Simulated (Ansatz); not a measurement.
## How the gap and the level of V_O in Al2O3 (R-3c) follow the exchange fraction

Question: how much does the share of exact exchange change the (+1/0) level of V_O in Al2O3 (R-3c), and what does each choice cost? Model: a cell of 80 host atoms with 1 O taken out.

Main program and level: Ansatz 0.2.0; plane-wave PAW DFT; relaxations with PBEsol, then single points with PBEsol and HSE06 form with several shares of exact exchange, on supercells at fixed charge in a uniform background.

### 1. Starting point

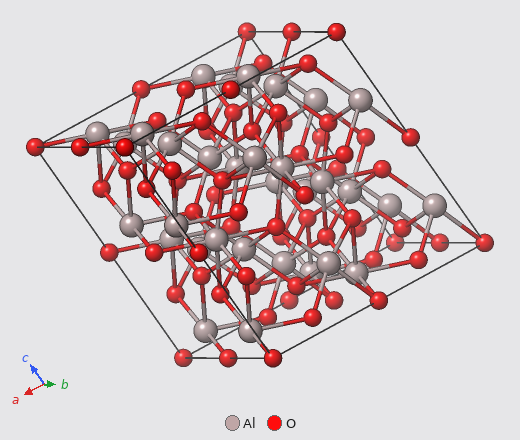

Start, viewed slightly off an axis; aluminium light grey, oxygen red. Bonds to atoms that aren't drawn are left out. Some periodic images of atoms are drawn too.

The cell holds 79 atoms: 32 Al and 47 O. Its edges and angles: a = 10.278 Å, b = 10.278 Å, c = 10.278 Å, α = 55.3°, β = 55.3°, γ = 55.3°. It derives from Al2O3 (space group R-3c). Nearest the centre at fractional (0.625, 0.278, 0.472): Al2 at 1.86 Å, Al41 at 1.86 Å, Al53 at 1.97 Å, Al52 at 1.97 Å, O79 at 2.53 Å, O16 at 2.53 Å, O57 at 2.62 Å, O18 at 2.62 Å. The cell carries charge +1.

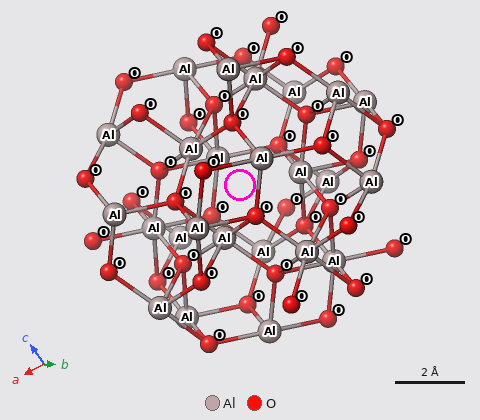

The atoms within 5 Å of the centre. A ring marks the centre wherever it is empty.

As a file:

```xyz
79
Lattice="4.7733 2.7559 8.6752 -4.7733 2.7559 8.6752 0.0000 -5.5117 8.6752" Properties=species:S:1:pos:R:3 pbc="T T T"
Al    0.0000    0.0000    8.4318
Al    0.0000    0.0000   11.0875
Al    0.0000    0.0000    1.9254
Al    0.0000    0.0000    4.5810
O     0.9268   -1.3779    5.4220
O     1.6567    0.1137    7.5908
O    -1.6567   -0.1137    5.4220
O     0.7299    1.4916    5.4220
O    -0.7299   -1.4916    7.5908
O    -0.9268    1.3779    7.5908
Al    0.0000   -2.7559   12.7694
Al    0.0000   -2.7559   15.4251
Al    0.0000   -2.7559    6.2630
Al    0.0000   -2.7559    8.9187
O     0.9268   -4.1338    9.7597
O     1.6567   -2.6422   11.9285
O    -1.6567   -2.8695    9.7597
O     0.7299   -1.2643    9.7597
O    -0.7299   -4.2475   11.9285
O    -0.9268   -1.3779   11.9285
Al   -2.3867    1.3779   12.7694
Al   -2.3867    1.3779   15.4251
Al   -2.3867    1.3779    6.2630
Al   -2.3867    1.3779    8.9187
O    -1.4599    0.0000    9.7597
O    -0.7299    1.4916   11.9285
O    -4.0434    1.2643    9.7597
O    -1.6567    2.8695    9.7597
O    -3.1166   -0.1137   11.9285
O    -3.3134    2.7559   11.9285
Al   -2.3867   -1.3779   17.1071
Al   -2.3867   -1.3779   19.7627
Al   -2.3867   -1.3779   10.6006
Al   -2.3867   -1.3779   13.2563
O    -1.4599   -2.7559   14.0973
O    -0.7299   -1.2643   16.2661
O    -4.0434   -1.4916   14.0973
O    -1.6567    0.1137   14.0973
O    -3.1166   -2.8695   16.2661
O    -3.3134    0.0000   16.2661
Al    2.3867    1.3779   12.7694
Al    2.3867    1.3779   15.4251
Al    2.3867    1.3779    6.2630
Al    2.3867    1.3779    8.9187
O     3.3134    0.0000    9.7597
O     4.0434    1.4916   11.9285
O     0.7299    1.2643    9.7597
O     3.1166    2.8695    9.7597
O     1.4599    2.7559   11.9285
Al    2.3867   -1.3779   17.1071
Al    2.3867   -1.3779   19.7627
Al    2.3867   -1.3779   10.6006
Al    2.3867   -1.3779   13.2563
O     3.3134   -2.7559   14.0973
O     4.0434   -1.2643   16.2661
O     0.7299   -1.4916   14.0973
O     3.1166    0.1137   14.0973
O     1.6567   -2.8695   16.2661
O     1.4599    0.0000   16.2661
Al    0.0000    2.7559   17.1071
Al    0.0000    2.7559   19.7627
Al    0.0000    2.7559   10.6006
Al    0.0000    2.7559   13.2563
O     0.9268    1.3779   14.0973
O     1.6567    2.8695   16.2661
O    -1.6567    2.6422   14.0973
O     0.7299    4.2475   14.0973
O    -0.7299    1.2643   16.2661
O    -0.9268    4.1338   16.2661
Al    0.0000    0.0000   21.4447
Al    0.0000    0.0000   24.1003
Al    0.0000    0.0000   14.9383
Al    0.0000    0.0000   17.5939
O     0.9268   -1.3779   18.4349
O     1.6567    0.1137   20.6037
O    -1.6567   -0.1137   18.4349
O     0.7299    1.4916   18.4349
O    -0.7299   -1.4916   20.6037
O    -0.9268    1.3779   20.6037
```

Known beforehand: the electronic dielectric constant, (3.29, 3.29, 3.26), and the static one, (9.66, 9.66, 11.75), computed on the host (DFPT, PBEsol).

The cell's shortest repeat is 9.5 Å.

### 2. Relaxing both charge states, PBEsol

The study needs fixed structures, so each charge is relaxed once, at one point at (¼, ¼, ¼), from small random displacements that break the symmetry of the site.

qp1_M1.relax/input.yaml

```yaml
crystal:
  lattice:
    - [2.38665272, 1.37793459, 4.33762225]
    - [-2.38665272, 1.37793459, 4.33762225]
    - [0.0, -2.75586919, 4.33762225]
  atoms:
    - { symbol: Al, position: [0.647953, 0.647953, 0.647953] }
    - { symbol: Al, position: [0.852047, 0.852047, 0.852047] }
    - { symbol: Al, position: [0.147953, 0.147953, 0.147953] }
    - { symbol: Al, position: [0.352047, 0.352047, 0.352047] }
    - { symbol: O, position: [0.444168, 0.055832, 0.75] }
    - { symbol: O, position: [0.944168, 0.25, 0.555832] }
    - { symbol: O, position: [0.055832, 0.75, 0.444168] }
    - { symbol: O, position: [0.75, 0.444168, 0.055832] }
    - { symbol: O, position: [0.25, 0.555832, 0.944168] }
    - { symbol: O, position: [0.555832, 0.944168, 0.25] }
  supercell: [2, 2, 2]
  defects: [{ vacancy: 48 }]
total_charge: 1
basis:
  ecutwfc: 420
  xc_grid: 2
hamiltonian:
  xc: pbesol
  pseudopotentials: { kind: paw, azcp: { folder: soft_1 }, xc_functional: pbe }
kpoints:
  mp_grid: { grid: [1, 1, 1], shift: [0.25, 0.25, 0.25] }
magnetization:
  spin_polarized: true
  initial_magnetization: 1
  spin_locking: { lock_magnetization: hard }
scf:
  occupations: { method: fixed }
  max_iter: 100
output:
  forces: true
  charged_corrections:
    epsilon: [3.29, 3.29, 3.26]
    static_epsilon: [9.66, 9.66, 11.75]
    defect_position: [0.625, 0.277916, 0.472084]
relax:
  f_tol: 0.015
  max_steps: 60
  random_displacement: { amplitude: 0.04, seed: 3180 }
checkpoint:
  write: "../qp1_M1.relax.run"
  compress: false
  write_wavefunctions: true
  write_every: 100000
```

The run is started by

```sh
> ansatz run input.yaml --threads 32 --pin off --max-ram 84787MiB --backend cuda --events-out ev --progress --plain --runs-dir out --max-vram 78GiB
```

Numbers of over 12 decimals in the logs are rounded to 6 here.

The program printed:

```text
[... repeated set-up lines and file paths are left out, and long positions are rounded to six places ...]
Engine: ansatz 0.2.0, aarch64-unknown-linux-gnu
Pseudopotentials: kind: paw
Pseudopotential: Al, paw, valence charge 3, recommended cutoff 420 eV (normal), soft_1/Al.paw.azcp
Pseudopotential: O, paw, valence charge 6, recommended cutoff 420 eV (normal), soft_1/O.paw.azcp
Functional definition: PBEsol
  exchange = pbesol_x
  correlation = pbesol_c
[...]
Crystal: 79 atoms, lattice volume = 684.717 Å³
Basis set: ecut = 420 eV, 13355 PW (Γ), exchange–correlation on 144×144×144 points (8 copies of the dense FFT grid, shifted against one another)
Bands: 268, of which v1, the nominal top of the filled ones, is band 189 counted from 1 (188 counted from 0)
Symmetry: 1 space group operations
k-points: 1
Non-local potential: Al, projectors of the file, l = 0: 2, l = 1: 2, l = 2: 1
Non-local potential: O, projectors of the file, l = 0: 2, l = 1: 2, l = 2: 1
PAW form: soft (Blöchl's): semilocal exchange-correlation on the pseudo side does not see the compensation charge
PAW frozen core: Al, regenerated for the run's functional, and the local potential with it (the file was generated under x = pbe(κ = 0.804, μ = 0.219515), c = pbe(β = 0.066725))
PAW frozen core: O, regenerated for the run's functional, and the local potential with it (the file was generated under x = pbe(κ = 0.804, μ = 0.219515), c = pbe(β = 0.066725))
PAW one-centre angular grid: Al, 110 points (default); XC on 64 Gauss nodes
PAW one-centre angular grid: O, 110 points (default); XC on 64 Gauss nodes
Initial density: superposition of atomic densities (chi_scale 0.1, normalization cell, long waves kept (reshape's long-wave potential 0.19 eV rms))
Starting moments: Σ|m| = 1 μB on 79 of 79 sites
Initial wavefunctions: pseudopotential atomic-orbital guess
[...]
Functional: x = pbesol(κ = 0.804, μ = 0.123457), c = pbesol(β = 0.046)
SCF iter   1: F=—  HF=-43302.312456 eV  |Δ(HF+E_count)|=         —  Δρ=6.18e-2 (↑6.07e-2 ↓6.18e-2)  dr2=9.82e1  dr2_m=8.67e-2  M=1.000 μB ∫|m|=1.015 μB  Hψ=1612
preconditioner: auto → Resta (q_TF=auto, 2.470 Å⁻¹)  ε∞=3.3  [insulator: Δε(μ)=3.527 eV  Ē_g=18.205 eV  n_scr=174 (ndim 8)  ℏωp=27.6 eV  f_vac=0.000  ε∞_Penn≈3.3]
spin=Collinear: Resta preconditioning applied to the charge; magnetization (m = ρ↑ − ρ↓) channel mixes plain (no charge-response kernel on spin).
SCF iter   2: F=—  HF=-43280.905245 eV  |Δ(HF+E_count)|=    2.14e1  Δρ=2.94e-2 (↑2.87e-2 ↓2.94e-2)  dr2=2.36e1  dr2_m=4.44e-2  M=1.000 μB ∫|m|=1.015 μB  Hψ=916
[...]
SCF iter   9: F=-43274.272568 eV  HF=-43274.272568 eV  |Δ(HF+E_count)|=   2.71e-6  Δρ=4.33e-6 (↑4.33e-6 ↓4.10e-6)  dr2=3.07e-7  dr2_m=2.24e-9  M=1.000 μB ∫|m|=1.033 μB  Hψ=1679
SCF 1 converged in 9 iterations: F = -43274.272568 eV  dr2 = 3.07e-7
[...]
relax step   1: F+E_penalty+E_count = -43274.27256810 eV  Δ(F+E_penalty+E_count) = +0.000e0 eV  max|allowed force component| = 1.902e0 eV/Å  Δτ_max = 0.0000 Å  (9 SCF iters, dr2 threshold 5.63e-6 eV, accepted)
[...]
relax step   2: F+E_penalty+E_count = -43275.48514676 eV  Δ(F+E_penalty+E_count) = -1.213e0 eV  max|allowed force component| = 8.872e-1 eV/Å  Δτ_max = 0.0812 Å  (5 SCF iters, dr2 threshold 1.00e-4 eV, accepted)
[...]
relax step   4: F+E_penalty+E_count = -43276.09440885 eV  Δ(F+E_penalty+E_count) = -3.032e-3 eV  max|allowed force component| = 9.885e-3 eV/Å  Δτ_max = 0.0072 Å  (5 SCF iters, dr2 threshold 3.15e-7 eV, accepted)
[...]
relax step   5: F+E_penalty+E_count = -43276.09440889 eV  Δ(F+E_penalty+E_count) = -4.783e-8 eV  max|allowed force component| = 9.879e-3 eV/Å  Δτ_max = 0.0000 Å  (2 SCF iters, accepted)
[...]
NSCF: frozen V_eff on 1 k-points
[...]
SCF converged after 2 iterations
Magnetization: 1.0000 μB (189.0000 up, 188.0000 down)
Absolute magnetization: 1.0323 μB (∫|ρ↑−ρ↓|, with the PAW one-centre terms)
Spin contamination: 0.0020 ħ² per cell (⟨S²⟩ above its minimum at these occupations)
Per-site moments (μB) at R_I (Å): [(0.000187698, 0.761895), (0.019189, 0.760046), (0.000189251, 0.765738), [... 6 left out ...]
Free energy (F): -43276.094409 eV
Harris-Foulkes:  -43276.094409 eV  (|F-HF|=2.97e-9)
Internal energy: -43276.094409 eV  (E = F + TS)
E sigma→0 (E₀):  -43276.094409 eV
Fermi energy:    9.804163 (↑ 9.804163, ↓ 7.324588) eV
--- Per-component energies (eV) ---
  E_band       = 404.746687
  E_kinetic    = 8901.548684
  E_local      = -15799.916014  (includes V_loc(G=0)·N_el)
  E_nonlocal   = 2771.365674
  E_hartree    = 6009.199930
  E_xc         = -4596.834648
  E_vxc        = -5307.465237  (∫ρ·V_xc dr)
  E_paw        = -22019.213514  (= ΣΔE_a)
  E_vpaw       = -2179.223918  (= ΣTr[D̂ρ^β])
  E_aug_tail   = 0.037212  (compensation charges beyond the density's cutoff)
  E_ewald      = -18544.552715
  E_core_change = 2.270982  (= ΣΔE_core)
  E_smearing   = -0.000000  (= −TS)
  E_closure    = 0.000000  (closes the sum)
  E_deformation_potential = 18.414363  (in the stress; not in F)
  Σ components = -43276.094409   (vs F -43276.094409, Δ=0.00e0)
--- Forces (eV/Å), atoms counted from 1 ---
  atom   1  Al    -0.00136023     0.00220909    -0.00404849
  atom   2  Al     0.00802474     0.00355935     0.00230025
  [... 4 atoms left out ...]
  [... 73 more lines of this table ...]
  max |Σ_I F_I| component: 2.41e-5 eV/Å
--- Charged-cell corrections in eV (Makov–Payne, q = +1.000 e, ε = [9.660, 9.660, 11.750]) ---
  F (periodic)     = -43276.094409  (uncorrected; the corrections below are reported, never added to it)
  E_corr1          = +0.228800  (monopole, q²α_M/2ε̄L, of the cell on which ε is isotropic)
  F Makov-Payne    = -43275.865609  (F + E_corr1; no measured alignment; for a localised charge, not one spread in a band: unchecked)
  no potential alignment in this run, which stands beside a crystal: run the host's input off ansatz write-host-input, and read the two finished runs by ansatz place-levels (neither reads a slab, a wire or a sheet, whose cell leaves a vacuum)
--- Band table (eV) ---
  k-point 0 ↑: bands = ["-11.6306", "-11.1218", "-10.7240", "-10.6750", "-10.6397", "-10.6237", "-10.5931", "-10.5549", "-10.4277", [... rest cut ...]
  k-point 0 ↓: bands = ["-11.6229", "-11.1135", "-10.7149", "-10.6617", "-10.6353", "-10.6196", "-10.5855", "-10.5438", "-10.4221", [... rest cut ...]
--- Relaxed structure (5 steps of the walk, 5 accepted, 0 SCFs on fresh bases) ---
  F+E_penalty+E_count = -43276.09440889 eV   max|allowed force component| = 9.879e-3 eV/Å
  atoms:
    - { symbol: Al, position: [0.322340, 0.323356, 0.323164] }
    - { symbol: Al, position: [0.413926, 0.434177, 0.422929] }
    [... 4 atoms left out ...]
  [... 73 more lines of this table ...]
```

The job ended after 5.4 s (1 × NVIDIA GB200 with 32 threads of Arm Neoverse V2, shared host; peak memory 1.4 GiB; 16 s of CPU time).

Step by step:

```csv
step,energy less that of the first step (eV),largest force component (eV/Å)
1,0.0000,1.9024
2,-1.2126,0.8872
3,-1.8188,0.0710
4,-1.8218,0.0099
5,-1.8218,0.0099
```

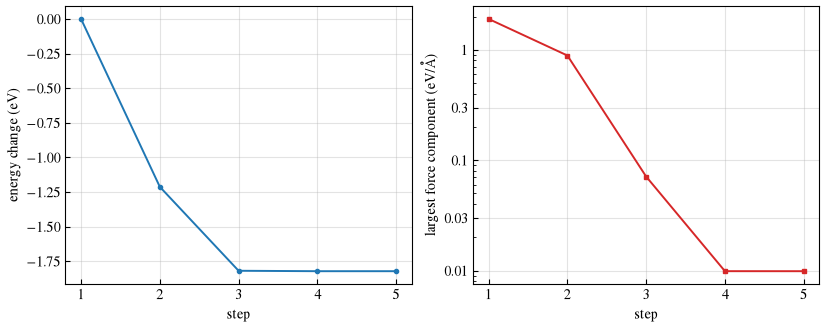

Energy and largest force along the relaxation.

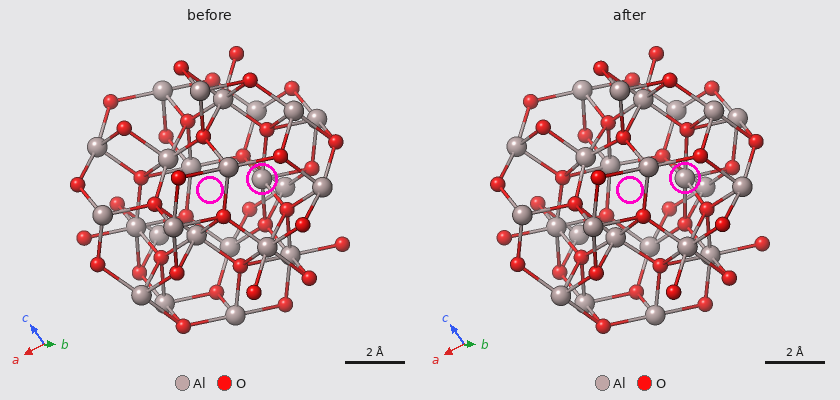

Before and after: the atoms that start within 5 Å of the centre. Al2, which moves most, is ringed if it is among them. A ring with no atom in it marks the empty centre.

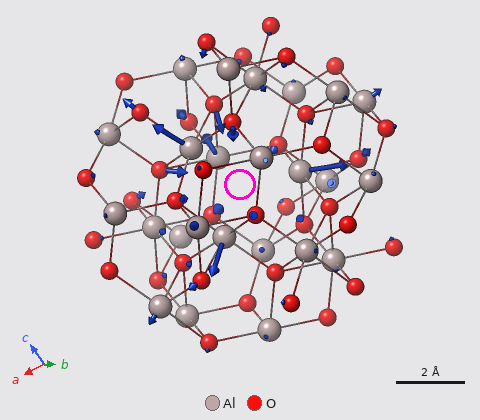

Displacements in the relaxation from the typed sites near the centre, exaggerated, the mean shift taken out; the longest in the cell stands for 0.11 Å. A ring marks the centre wherever it is empty.

The atoms that moved most (Å, from the sites as typed, ahead of the random displacement, the mean shift of all atoms taken out):

| atom | dx | dy | dz | length |
| --- | --- | --- | --- | --- |
| Al2 | -0.092 | 0.010 | -0.064 | 0.112 |
| Al41 | 0.037 | 0.084 | 0.063 | 0.111 |
| Al52 | 0.030 | -0.071 | -0.067 | 0.102 |
| Al53 | 0.046 | -0.061 | 0.067 | 0.102 |
| O16 | 0.004 | 0.061 | -0.008 | 0.062 |
| O79 | -0.055 | 0.027 | 0.007 | 0.062 |
| O56 | 0.019 | 0.028 | -0.035 | 0.049 |
| O45 | -0.034 | -0.002 | 0.035 | 0.049 |

The atoms nearest to the centre after the run:

```csv
atom,distance (Å)
Al41,1.968
Al2,1.975
Al52,2.074
Al53,2.077
O79,2.465
O16,2.471
O57,2.597
O18,2.599
```

| charge | moment (μB) | steps | largest displacement (Å) | time |
| --- | --- | --- | --- | --- |
| 0 | 0 | 5 | 0.10 | 4.8 s |
| +1 | 1 | 5 | 0.11 | 5.4 s |

The relaxation ends 23 meV an atom lower than the displaced start, with a largest force component of 0.0099 eV/Å.

(Part 1 of 2 ends here.)

[Logs are printed without paths, hosts, clocks, repeated set-up lines and the standing remarks that a program may print on its own settings, such as how far it seeks lower states.]

[Hosts, paths, dates, database ids (printed as entryN), source tags and the programs' standing remarks are cut or masked in the printed files.]

[Where a table of states has a column of steps, it counts the stored structures, which are thinned; the runs took as many ionic steps or more.]

[For some hosts the program warned that the k-mesh of the response run may be too coarse for force constants and the static dielectric constant; such warnings are not shown here.]
